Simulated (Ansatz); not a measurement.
## Geometry relaxation, with input and output: HfO2 (part 2 of 2)

HfO2 (P4₂/mnm, 6 atoms in the cell); DFT, PBE, plane waves, PAW, no spin polarisation (Ansatz 0.2.0); cutoff 420 eV, 6×6×8 k-mesh, Fermi–Dirac smearing of 0.02 eV. The structure derives from a Materials Project entry.

Geometry of the input (Å; fractional positions):
```
4.8135  0.0000  0.0000
0.0000  4.8135  0.0000
0.0000  0.0000  3.2054
Hf 0.0000  0.0000  0.0000
Hf 0.5000  0.5000  0.5000
O  0.1950  0.8050  0.5000
O  0.3050  0.3050  0.0000
O  0.6950  0.6950  0.0000
O  0.8050  0.1950  0.5000
```

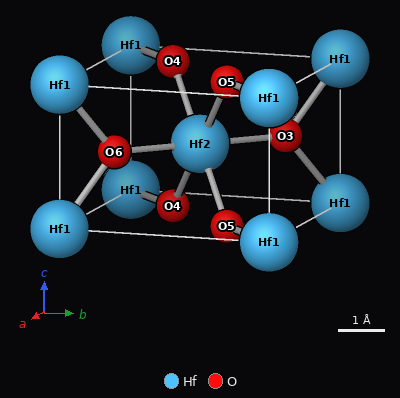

Fig. 1: The geometry at step 4 of the log (ball-and-stick view of the cell of the calculation, seen slightly off an axis; atoms are numbered from 1 in the order of the input).

Log, continued:
```
SCF iter   1: F=—  HF=-33723.205958 eV  |F-HF|=—  |Δ(HF+E_count)|=         —  Δρ=2.05e-4  dr2=3.15e-5  ethr=6.25e-8  ⟨swp⟩=2.0  Hψ=10306  notcnv=0
preconditioner: auto → Resta (q_TF=auto, 2.722 Å⁻¹)  ε∞=5.0  [insulator: Δε(μ)=3.903 eV  Ē_g=17.859 eV  σ=0.020 eV  W_gap=1.00  n_scr=30 (ndim 8)  ℏωp=35.9 eV  f_vac=0.097  D(μ)=0.00/eV (n_scr^D=0)  ε∞_Penn≈5.0]
SCF iter   2: F=—  HF=-33723.205850 eV  |F-HF|=—  |Δ(HF+E_count)|=   1.08e-4  Δρ=9.05e-5  dr2=9.61e-6  ethr=4.15e-8  ⟨swp⟩=2.0  Hψ=3414  notcnv=0
SCF iter   3: F=—  HF=-33723.205848 eV  |F-HF|=—  |Δ(HF+E_count)|=   2.42e-6  Δρ=4.83e-5  dr2=2.49e-6  ethr=1.26e-8  ⟨swp⟩=2.2  Hψ=2918  notcnv=0
SCF iter   4: F=-33723.205847 eV  HF=-33723.205847 eV  |F-HF|=1.06e-7  |Δ(HF+E_count)|=   4.79e-7  Δρ=1.35e-5  dr2=1.57e-7  ethr=4.07e-10  ⟨swp⟩=3.3  Hψ=9958  notcnv=0
SCF 7 converged in 4 iterations: F = -33723.205847 eV  dr2 = 1.57e-7
relax step   7: F+E_penalty+E_count = -33723.20584715 eV  Δ(F+E_penalty+E_count) = +3.909e-4 eV  max|allowed force component| = 1.815e-5 eV/Å  Δτ_max = 0.0000 Å  P = +0.014 GPa  Ω = 77.113 Å³  energy of the carried Pulay correction = -5.258e-4 eV  (4 SCF iters, dr2 threshold 3.09e-7 eV, accepted)
iter 1 solved again at ethr=1.59e-7 eV; its pass at ethr=3.10e-3 eV (dr2=1.21e-4 eV) is discarded
SCF iter   1: F=—  HF=-33723.206484 eV  |F-HF|=—  |Δ(HF+E_count)|=         —  Δρ=2.18e-5  dr2=1.79e-7  ethr=1.59e-7  ⟨swp⟩=3.1  Hψ=13765  notcnv=0
preconditioner: auto → Resta (q_TF=auto, 2.722 Å⁻¹)  ε∞=5.0  [insulator: Δε(μ)=3.902 eV  Ē_g=17.860 eV  σ=0.020 eV  W_gap=1.00  n_scr=30 (ndim 8)  ℏωp=35.9 eV  f_vac=0.097  D(μ)=0.00/eV (n_scr^D=0)  ε∞_Penn≈5.0]
SCF iter   2: F=—  HF=-33723.206386 eV  |F-HF|=—  |Δ(HF+E_count)|=   9.80e-5  Δρ=1.29e-5  dr2=9.52e-8  ethr=2.36e-10  ⟨swp⟩=2.6  Hψ=4482  notcnv=0
SCF iter   3: F=—  HF=-33723.206386 eV  |F-HF|=—  |Δ(HF+E_count)|=   7.33e-8  Δρ=5.75e-6  dr2=2.33e-8  ethr=1.25e-10  ⟨swp⟩=2.0  Hψ=3711  notcnv=0
SCF iter   4: F=—  HF=-33723.206386 eV  |F-HF|=—  |Δ(HF+E_count)|=   3.62e-9  Δρ=1.73e-6  dr2=2.82e-9  ethr=3.07e-11  ⟨swp⟩=2.0  Hψ=3702  notcnv=0
SCF iter   5: F=—  HF=-33723.206386 eV  |F-HF|=—  |Δ(HF+E_count)|=   3.05e-9  Δρ=9.99e-7  dr2=8.65e-10  ethr=3.71e-12  ⟨swp⟩=2.0  Hψ=4187  notcnv=0
SCF iter   6: F=—  HF=-33723.206386 eV  |F-HF|=—  |Δ(HF+E_count)|=  2.55e-10  Δρ=3.03e-7  dr2=6.20e-11  ethr=1.14e-12  ⟨swp⟩=2.0  Hψ=4030  notcnv=0
SCF iter   7: F=-33723.206386 eV  HF=-33723.206386 eV  |F-HF|=7.28e-12  |Δ(HF+E_count)|=  7.28e-12  Δρ=9.07e-8  dr2=4.83e-12  ethr=1.00e-12  ⟨swp⟩=4.8  Hψ=8470  notcnv=0
SCF 8 converged in 7 iterations: F = -33723.206386 eV  dr2 = 4.83e-12
relax step   8: F+E_penalty+E_count = -33723.20638615 eV  Δ(F+E_penalty+E_count) = -5.390e-4 eV  max|allowed force component| = 1.211e-4 eV/Å  Δτ_max = 0.0000 Å  P = +0.019 GPa  Ω = 77.113 Å³  stress off target by 2.16e-2 GPa  SCF on the basis re-selected at this cell (its energy is not comparable with the rows above)  (7 SCF iters)
```

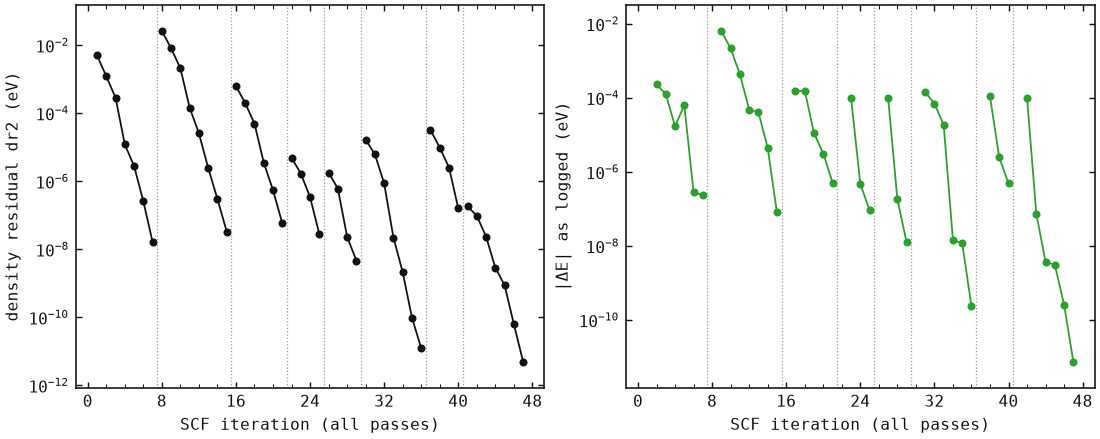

Fig. 2: Convergence of the self-consistent field: density residual dr2 and size of the energy change against the SCF iteration. The dotted lines part the SCF passes of the relaxation: geometry steps, rejected trials and re-solves on a re-selected basis. The 8 passes take 4 to 8 iterations each, 47 in all.

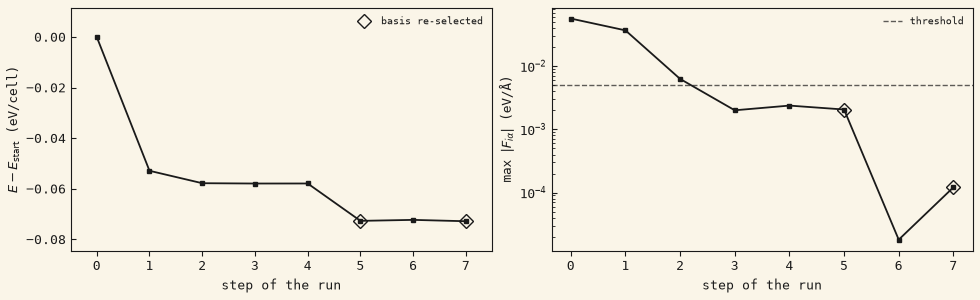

Fig. 3: Progress of the relaxation, step by step (the first geometry is step 0 here and step 1 in the log).

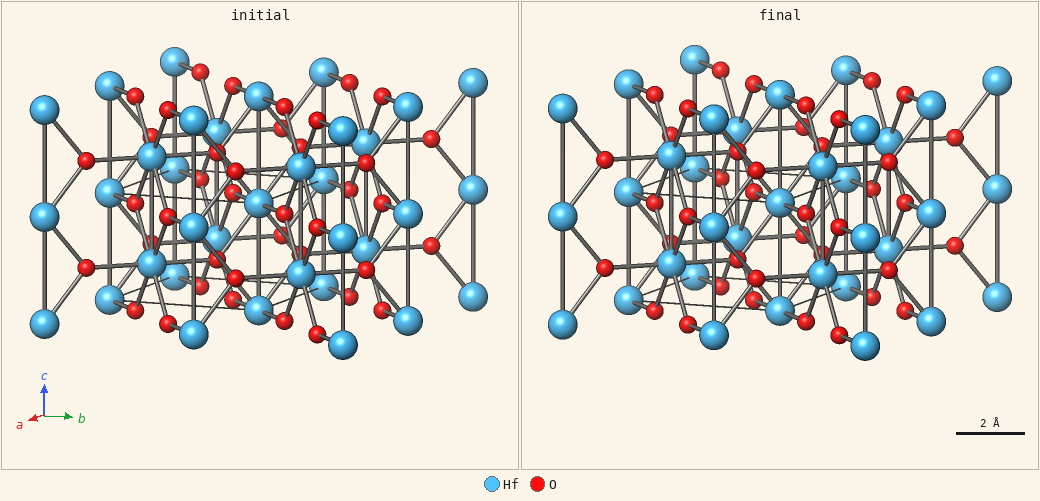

Fig. 4: Before (left) and after (right) the relaxation, at one scale (ball-and-stick view of the cell of the calculation, repeated 2 × 2 × 2, seen slightly off an axis). After 5 geometry steps the energy has fallen by 72.3 meV per cell of the calculation. Largest force component: 0.057 eV/Å at the start, 0.00012 eV/Å at the end. The pressure goes from 8.54 to 0.02 GPa. The basis was re-selected once at an unchanged geometry, which shifts the energy a little without any move. No atom moves by more than 0.005 Å relative to the cell. Cell: a = b 4.814 → 4.880 Å (+1.4 %), c 3.205 → 3.238 Å (+1.0 %). Volume +3.8 %. Among the contacts that change: Hf1–Hf1 3.205 → 3.238 Å, Hf1–O4 2.077 → 2.106 Å, Hf1–O3 2.081 → 2.104 Å. The space group stays P4_2/mnm (No. 136). The energy change given includes the shifts at the re-selections in mid-walk, which come without any move. A last SCF at the same geometry on a re-selected plane-wave basis shifts the energy by −0.5 meV per cell of the calculation. (Atoms are counted from 1 in the order of the input.)

```
basis re-selected at this cell: Δ(F+E_penalty+E_count) = -5.390e-4 eV, ΔP = +0.005 GPa vs the last step (what re-selecting the basis moved, of the pressure what is left beyond the Pulay correction that the steps carried, after the strain that the cell walked since its last selection, with what the two solves' SCF thresholds leave and, on support functions, any second-order correction that the steps lacked; it is no measure of the basis error at this ecutwfc). This SCF's stress stands 2.16e-2 GPa from its target on what of the cell is left free (relax.cell.stress_tol is 5.00e-2 GPa) and its largest allowed force component is 1.21e-4 eV/Å (relax.f_tol is 5.00e-3 eV/Å): within both
SCF converged after 7 iterations
Free energy (F): -33723.206386 eV
Harris-Foulkes:  -33723.206386 eV  (|F-HF|=7.28e-12)
Internal energy: -33723.206386 eV  (E = F + TS)
E sigma→0 (E₀):  -33723.206386 eV
Fermi energy:    13.989664 eV
--- Per-component energies (eV) ---
  E_band       = -157.592472
  E_kinetic    = 1539.206410
  E_local      = -13152.284679  (includes V_loc(G=0)·N_el)
  E_nonlocal   = -2293.915466
  E_hartree    = 5974.848793
  E_xc         = -893.858665
  E_vxc        = -907.086291  (∫ρ·V_xc dr)
  E_paw        = -14486.848784  (= ΣΔE_a)
  E_vpaw       = 2706.779950  (= ΣTr[D̂ρ^β])
  E_aug_tail   = 0.009949  (compensation charges beyond the density's cutoff)
  E_ewald      = -10410.363943
  E_smearing   = -0.000000  (= −TS)
  E_closure    = 0.000000  (closes the sum)
  Σ components = -33723.206386   (vs F -33723.206386, Δ=0.00e0)
--- Forces (eV/Å), atoms counted from 1 ---
  atom   1  Hf    -0.00000000     0.00000000     0.00000000
  atom   2  Hf     0.00000000     0.00000000     0.00000000
  atom   3  O     -0.00012106     0.00012106     0.00000000
  atom   4  O      0.00012106     0.00012106     0.00000000
  atom   5  O     -0.00012106    -0.00012106     0.00000000
  atom   6  O      0.00012106    -0.00012106     0.00000000
  max |Σ_I F_I| component: 1.73e-18 eV/Å
--- Stress (GPa, compression-positive) ---
        0.021615       0.000000       0.000000
        0.000000       0.021615       0.000000
        0.000000       0.000000       0.013667
  P = ⅓ Tr σ = 0.0190 GPa (0.190 kbar)
--- Relaxed structure (6 steps of the walk, 6 accepted, 2 SCFs on fresh bases) ---
  F+E_penalty+E_count = -33723.20638615 eV   max|allowed force component| = 1.211e-4 eV/Å   (the final SCF, on the basis selected at the relaxed cell)
  cell:  # Å, volume = 77.1134 Å³
    - [4.8804057188675625, 2.2399263858744086e-34, 0.0]
    - [2.2399263858744086e-34, 4.8804057188675625, 0.0]
    - [0.0, 0.0, 3.237559332778911]
  atoms:
    - { symbol: Hf, position: [-2.6278048518504688e-20, -1.2669773392850327e-20, 0.0] }
    - { symbol: Hf, position: [0.5, 0.5, 0.5] }
    - { symbol: O, position: [0.1948109072587976, 0.8051890927412022, 0.5] }
    - { symbol: O, position: [0.30518909274120243, 0.30518909274120243, 0.0] }
    - { symbol: O, position: [0.6948109072587977, 0.6948109072587977, 0.0] }
    - { symbol: O, position: [0.8051890927412022, 0.1948109072587976, 0.5] }
```

Trajectory as extended XYZ (Å, eV, eV/Å), 8 frames, from step=1 to step=8:
```
6
Lattice="4.8135 0.0000 0.0000 0.0000 4.8135 0.0000 0.0000 0.0000 3.2054" Properties=species:S:1:pos:R:3:forces:R:3 step=1 energy=-33723.13354 pressure_GPa=8.54
Hf    0.0000    0.0000    0.0000    0.0000   0.0000   0.0000
Hf    2.4068    2.4068    1.6027    0.0000   0.0000   0.0000
O     0.9384    3.8751    1.6027    0.0566  -0.0566   0.0000
O     1.4683    1.4683    0.0000   -0.0566  -0.0566   0.0000
O     3.3452    3.3452    0.0000    0.0566   0.0566   0.0000
O     3.8751    0.9384    1.6027   -0.0566   0.0566   0.0000
6
Lattice="4.8887 0.0000 0.0000 0.0000 4.8887 0.0000 0.0000 0.0000 3.2438" Properties=species:S:1:pos:R:3:forces:R:3 step=2 energy=-33723.18644 pressure_GPa=-1.57
Hf    0.0000    0.0000    0.0000    0.0000   0.0000   0.0000
Hf    2.4444    2.4444    1.6219    0.0000   0.0000   0.0000
O     0.9535    3.9352    1.6219   -0.0368   0.0368   0.0000
O     1.4908    1.4908    0.0000    0.0368   0.0368   0.0000
O     3.3979    3.3979    0.0000   -0.0368  -0.0368   0.0000
O     3.9352    0.9535    1.6219    0.0368  -0.0368   0.0000
6
Lattice="4.8763 0.0000 0.0000 0.0000 4.8763 0.0000 0.0000 0.0000 3.2387" Properties=species:S:1:pos:R:3:forces:R:3 step=3 energy=-33723.19135 pressure_GPa=-0.09
Hf    0.0000    0.0000    0.0000    0.0000   0.0000   0.0000
Hf    2.4381    2.4381    1.6194    0.0000   0.0000   0.0000
O     0.9502    3.9261    1.6194   -0.0063   0.0063   0.0000
O     1.4879    1.4879    0.0000    0.0063   0.0063   0.0000
O     3.3883    3.3883    0.0000   -0.0063  -0.0063   0.0000
O     3.9261    0.9502    1.6194    0.0063  -0.0063   0.0000
6
Lattice="4.8766 0.0000 0.0000 0.0000 4.8766 0.0000 0.0000 0.0000 3.2374" Properties=species:S:1:pos:R:3:forces:R:3 step=4 energy=-33723.19148 pressure_GPa=-0.00
Hf    0.0000    0.0000    0.0000    0.0000   0.0000   0.0000
Hf    2.4383    2.4383    1.6187    0.0000   0.0000   0.0000
O     0.9502    3.9264    1.6187   -0.0020   0.0020   0.0000
O     1.4881    1.4881    0.0000    0.0020   0.0020   0.0000
O     3.3885    3.3885    0.0000   -0.0020  -0.0020   0.0000
O     3.9264    0.9502    1.6187    0.0020  -0.0020   0.0000
6
Lattice="4.8771 0.0000 0.0000 0.0000 4.8771 0.0000 0.0000 0.0000 3.2369" Properties=species:S:1:pos:R:3:forces:R:3 step=5 energy=-33723.19146 pressure_GPa=0.00
Hf    0.0000    0.0000    0.0000    0.0000   0.0000   0.0000
Hf    2.4385    2.4385    1.6185    0.0000   0.0000   0.0000
O     0.9501    3.9270    1.6185    0.0024  -0.0024   0.0000
O     1.4884    1.4884    0.0000   -0.0024  -0.0024   0.0000
O     3.3886    3.3886    0.0000    0.0024   0.0024   0.0000
O     3.9270    0.9501    1.6185   -0.0024   0.0024   0.0000
6
Lattice="4.8771 0.0000 0.0000 0.0000 4.8771 0.0000 0.0000 0.0000 3.2369" Properties=species:S:1:pos:R:3:forces:R:3 step=6 energy=-33723.20624 pressure_GPa=0.34
Hf    0.0000    0.0000    0.0000    0.0000   0.0000   0.0000
Hf    2.4385    2.4385    1.6185    0.0000   0.0000   0.0000
O     0.9501    3.9270    1.6185    0.0021  -0.0021   0.0000
O     1.4884    1.4884    0.0000   -0.0021  -0.0021   0.0000
O     3.3886    3.3886    0.0000    0.0021   0.0021   0.0000
O     3.9270    0.9501    1.6185   -0.0021   0.0021   0.0000
6
Lattice="4.8804 0.0000 0.0000 0.0000 4.8804 0.0000 0.0000 0.0000 3.2376" Properties=species:S:1:pos:R:3:forces:R:3 step=7 energy=-33723.20585 pressure_GPa=0.01
Hf    0.0000    0.0000    0.0000    0.0000   0.0000   0.0000
Hf    2.4402    2.4402    1.6188    0.0000   0.0000   0.0000
O     0.9508    3.9296    1.6188    0.0000   0.0000   0.0000
O     1.4894    1.4894    0.0000    0.0000   0.0000   0.0000
O     3.3910    3.3910    0.0000    0.0000   0.0000   0.0000
O     3.9296    0.9508    1.6188    0.0000   0.0000   0.0000
6
Lattice="4.8804 0.0000 0.0000 0.0000 4.8804 0.0000 0.0000 0.0000 3.2376" Properties=species:S:1:pos:R:3:forces:R:3 step=8 energy=-33723.20639 pressure_GPa=0.02
Hf    0.0000    0.0000    0.0000    0.0000   0.0000   0.0000
Hf    2.4402    2.4402    1.6188    0.0000   0.0000   0.0000
O     0.9508    3.9296    1.6188   -0.0001   0.0001   0.0000
O     1.4894    1.4894    0.0000    0.0001   0.0001   0.0000
O     3.3910    3.3910    0.0000   -0.0001  -0.0001   0.0000
O     3.9296    0.9508    1.6188    0.0001  -0.0001   0.0000
```

Summary:

| quantity | value |
| --- | --- |
| outcome | converged |
| space group (tolerance 0.01 Å) | P4₂/mnm (136) |
| electrons treated | 76 |
| free energy | −33723.2064 eV |
| Fermi energy | 13.990 eV |
| pressure | 0.02 GPa |
| final volume | 77.11 Å³ |
| largest force (length of the vector) at the end | under 0.001 eV/Å |
| final cell | a = 4.880 Å, b = 4.880 Å, c = 3.238 Å, α = 90.00°, β = 90.00°, γ = 90.00° |
| wall time | 19 s (CPU time 65 s) |
| peak memory | 0.49 GiB |

Notes:

Spin–orbit coupling is left out, which matters for Hf.
